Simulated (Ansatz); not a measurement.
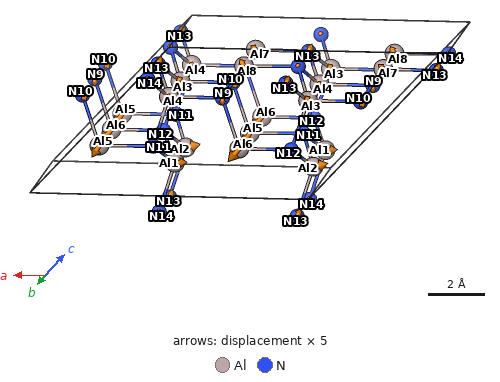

A relaxation of crystalline Al4N3 (a generated structure, set up in P1) (coarse preliminary run). The starting structure is drawn; orange arrows show the displacements (the part carried along by the change of the cell is left out), 5 times their true length.

Style: ball-and-stick. Shown: the larger cell on standard axes (2 times the calculation's cell), from a free direction.

Case: 2 of 8 N atoms taken out at random.

Theory: DFT PBE, scalar-relativistic, plane waves, PAW in Ansatz 0.2.0. Set-up: plane-wave cutoff 420 eV; k-point mesh 3 × 3 × 3; occupations gaussian; smearing width 0.1 eV; no spin polarisation; cell and atoms relaxed; force threshold 0.04 eV/Å; at most 50 steps.

Which element moves most?

Answer. Aluminium: up to 0.13 Å, against 0.06 Å for nitrogen.

What happened in the run?

Answer. Al6 moves most relative to the cell: 0.13 Å along −c. Largest moves by element: Al 0.13 Å, N 0.06 Å. The drawn cell changes as follows: a 10.036 → 9.775 Å (−2.6 %), b 6.260 → 6.276 Å (+0.2 %), c 7.388 → 7.251 Å (−1.8 %), β 132.8° → 132.0°; the volume changes by −3.0 %. Some distances before and after: Al6–N12 1.875 → 1.932 Å, Al1–N11 1.866 → 1.920 Å, Al8–N9 1.878 → 1.928 Å, Al7–N10 1.886 → 1.927 Å. Bond angles that change, for instance: N10–Al5–N11 107.9° → 101.9°, Al3–N10–Al7 110.4° → 104.5°, Al5–N10–Al8 109.2° → 114.9°. The space group stays P1 (No. 1). Over 3 accepted moves (5 points after the start) the energy falls by 24.6 meV per atom. Largest force component: 1.2 eV/Å at the start, 0.019 eV/Å at the end. The pressure goes from −0.56 to −0.14 GPa. The line search rejected the trial step at point 2 of the run. At 1 point the geometry stayed and the basis and grid were re-selected for the new cell (energy shift of 0.7 meV per atom at most each time). The run took 38 s on 4 threads of Intel(R) Xeon(R) Processor @ 2.50GHz (Skylake/Cascade Lake), on a shared host, peak memory 0.53 GiB.
